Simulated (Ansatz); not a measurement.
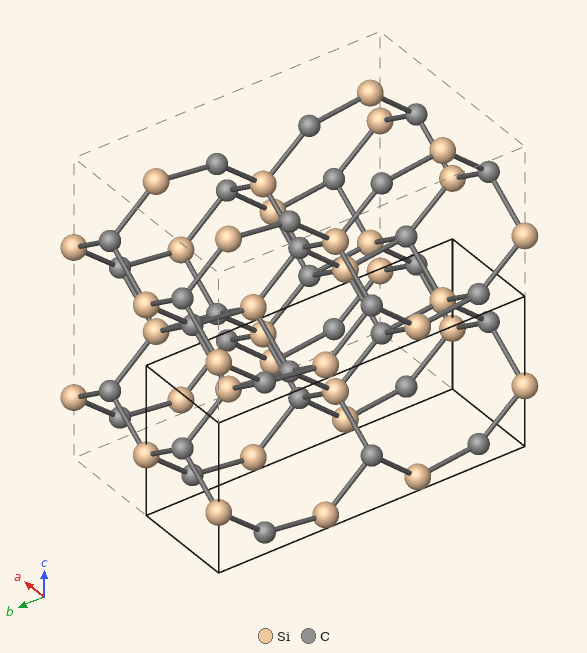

The crystal in a ball-and-stick representation, seen from a general direction. The drawing covers 2×1×2 cells, and the solid lines enclose one conventional unit cell.

SiC, space group Pmmn (No. 59), a = 3.12 Å, b = 9.52 Å, c = 4.61 Å, α = 90.00°, β = 90.00°, γ = 90.00°.

Setup: Ansatz, DFT PBE, scalar-relativistic, plane waves, PAW; plane waves up to 420 eV, a 10×4×6 sampling of the Brillouin zone, Gaussian smearing of 0.02 eV, no spin polarisation.

**Is the electronic structure metallic or gapped?**

A semiconductor at this level, with a gap of 2.06 eV, direct.

**What is the pressure at this volume?**

The computed pressure is 0.0 GPa, close to zero.

Origin of the cell: a structure type filled with these elements by a generator (whether the compound takes this form wasn't checked). Earlier steps of the study may have refined or changed the cell and positions. An electronic-structure calculation with Ansatz was run on it.
